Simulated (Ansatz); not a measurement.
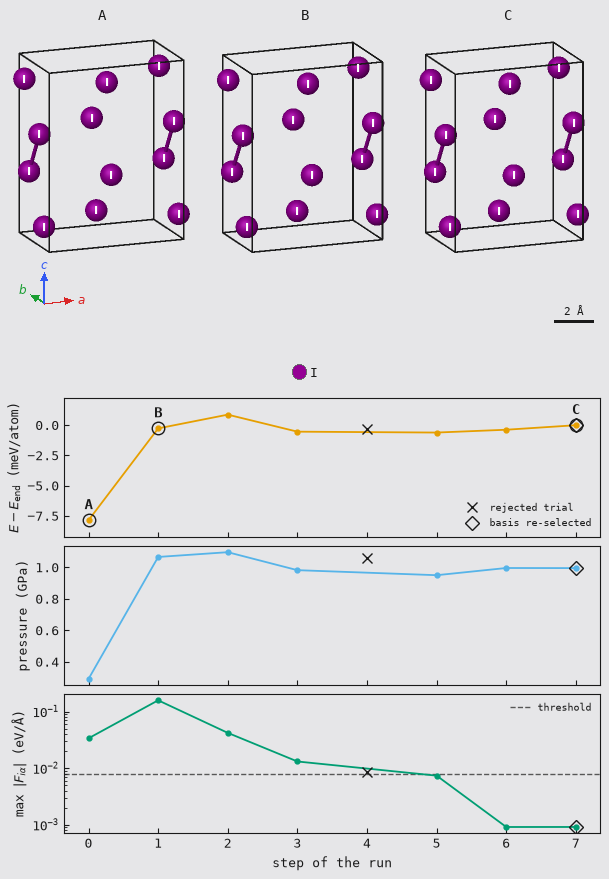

Frames of a relaxation of solid I (set up in Cmce), marked on the history of the run. Style: ball-and-stick. Shown: the conventional cell (2 times the calculation's cell), slightly off an axis. Lengths and directions refer to the drawn axes.

Case: relaxed at 1 GPa.

Theory: DFT PBEsol, scalar-relativistic, plane waves, PAW in Ansatz. (plane-wave cutoff 420 eV; k-point mesh 8 × 8 × 4; occupations gaussian; smearing width 0.02 eV; target pressure 1 GPa; no spin polarisation; cell and atoms relaxed; force threshold 0.008 eV/Å; at most 50 steps)

> Describe the path.

The energy rises by 7.9 meV per atom in 5 accepted moves (7 points after the start). With the target pressure of 1 GPa, the enthalpy E + pV changes by −8.4 meV per atom. Largest force component: 0.034 eV/Å at the start, 0.00091 eV/Å at the end. Pressure: 0.29 GPa at the start and 1.00 GPa at the end. The line search rejected the trial step at point 4 of the run. At 1 point the geometry stayed and the basis and grid were re-selected for the new cell (energy shift of 0.4 meV per atom at most each time). The largest moves relative to the cell, 0.025 Å, are those of I atoms. The volume changes by −6.6 %, with a 7.478 → 7.102 Å (−5.0 %), b 4.373 → 4.323 Å (−1.1 %), c 9.606 → 9.551 Å (−0.6 %). Some distances before and after: I–I 2.802 → 2.813 Å. The space group stays Cmce (No. 64). From step 0 to 1: I atoms move most (0.05 Å), volume −5.7 %, energy +7.6 meV per atom. From step 1 to 7: I atoms move most (0.03 Å), volume −1.0 %, energy +0.3 meV per atom.

| step | E − E(0), meV/atom | largest force component, eV/Å | pressure, GPa | volume, Å³/atom | note |
| --- | --- | --- | --- | --- | --- |
| 0 | 0.00 | 0.0336 | 0.29 | 39.262 |  |
| 1 | 7.59 | 0.1577 | 1.07 | 37.027 |  |
| 2 | 8.73 | 0.0419 | 1.10 | 36.476 |  |
| 3 | 7.32 | 0.0131 | 0.98 | 36.685 |  |
| 4 | 7.54 | 0.0084 | 1.06 | 36.649 | rejected |
| 5 | 7.25 | 0.0073 | 0.95 | 36.694 |  |
| 6 | 7.48 | 0.0009 | 1.00 | 36.653 |  |
| 7 | 7.85 | 0.0009 | 1.00 | 36.653 | same geometry, new basis |

Limits of the set-up: layers or molecules are held without a dispersion correction, so their spacing is unreliable.
